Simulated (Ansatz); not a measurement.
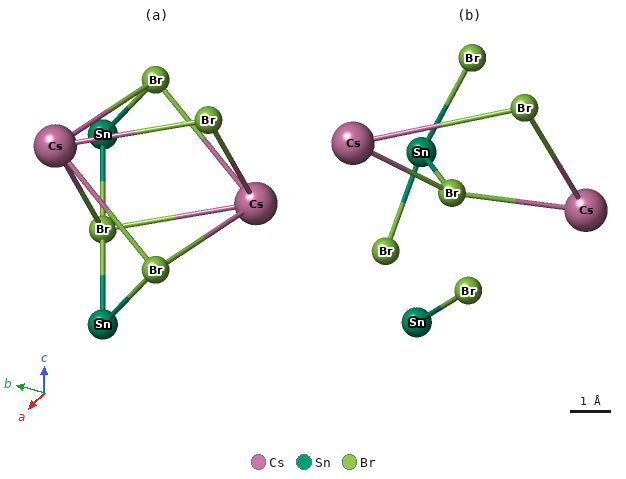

Left: perfect CsSnBr3. Right: the same region with one point defect, after relaxing the atoms in a supercell of 40 sites. A ball-and-stick model of the atoms within 3.8 Å of one point, seen from a free direction.

All numbers below come from DFT, PBEsol, PAW, plane waves in Ansatz. (plane-wave cutoff 420 eV; k-point mesh 1 × 1 × 1; mesh shifted by (0.25, 0.25, 0.25); no spin polarisation) Fermi-Dirac smearing of 0.01 eV. A uniform background neutralises the charged cell. The axes drawn are those of the host's conventional cell.

Question: Which defect is it?

Answer: An extra bromine atom is put between the host's atoms (an interstitial).

The charge state of the cell is +1.

Question: How does the lattice respond?

Answer: The Br atom starts with 2 Cs at 2.87 to 2.88 Å, 4 Br at 2.87 to 2.88 Å around its place and ends with 1 Sn at 2.68 Å. Of the host's atoms, a bromine atom moves furthest from its site, by 1.50 Å. The Br atom itself moves 0.91 Å from where it was put.

Limits of the set-up: the cell is charged, on a uniform background, and energies carry no finite-size correction.
